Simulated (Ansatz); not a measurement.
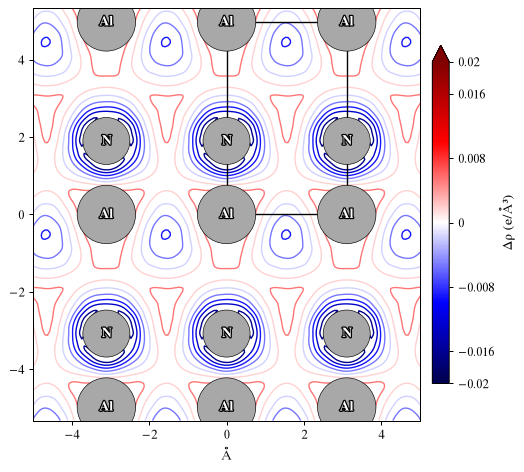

AlN. Difference of the valence pseudo-densities of two functionals at the same geometry, on the (010) plane of the calculation cell: one of PBE and r2SCAN less the other.

Both computed with Ansatz (plane waves, PAW), on the same k-point mesh. Grey discs cover the atomic cores.

Which was subtracted from which, and what does the map show?

It is PBE less r2SCAN. Against r2SCAN, PBE gives less density around N (−0.014 e/Å³ on average at 0.8 Å from the nucleus) and a change of −0.007 e/Å³ at the midpoint of Al–N.
